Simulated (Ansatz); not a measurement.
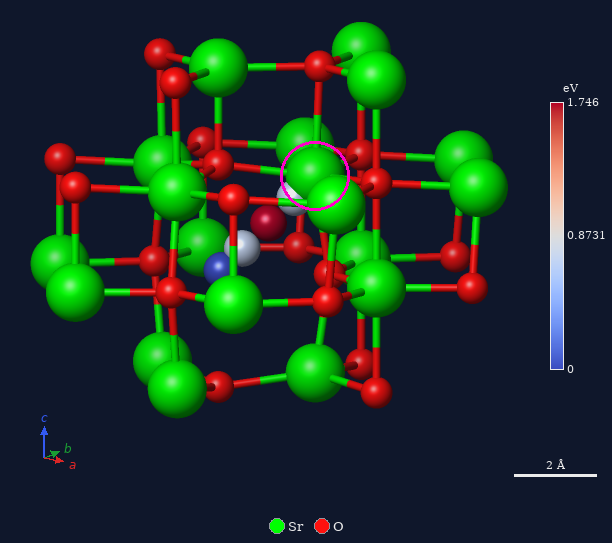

A nudged-elastic-band calculation for a defect cell of composition Sr₁₁O₁₂ (cell charge −2) with a Sr vacancy (23 atoms in the cell). Images are numbered from 0 (start) to 4 (end). The start is drawn whole; smaller spheres mark the moving atoms (Sr) in the later images, joined by lines and coloured by the energy of the image relative to the start. A ball-and-stick model of the atoms within 5.8 Å of the middle of the path, seen slightly off an axis. The moving atom is ringed, with any periodic copies. Bonds to atoms that aren't drawn are left out.

All numbers below come from Ansatz 0.2.0, DFT PBE, scalar-relativistic, plane waves, PAW. Settings: plane-wave cutoff 420 eV; k-point mesh 3 × 3 × 2; Gaussian smearing 0.05 eV; 3 movable images; climbing image; force threshold 0.05 eV/Å; iteration limit 60.

What moves, how far, and at what cost in energy?

Answer. It is a vacancy jump: a nearby atom moves into the empty site and leaves its own site empty. A Sr atom travels furthest, 3.27 Å from end to end, along [−3 −3 −2], on a straight line. At the highest image its nearest neighbour (O) is 2.26 Å away, against 2.41 Å at the start, and the surrounding atoms stand up to 0.32 Å off the mean of their end positions. The barrier is about 1.75 eV in both directions, with image 2 at the top; the ends have the same energy. The band converged in 6 iterations. The largest component of the band force went from 4.6 to 0.018 eV/Å. The climbing image converged on the top of the path. Its curvatures weren't checked.

Limits of the set-up: the periodic images lie only 7.4 Å apart, so the values are limited by the cell's size; the cell is charged, on a uniform background, and energies carry no finite-size correction.
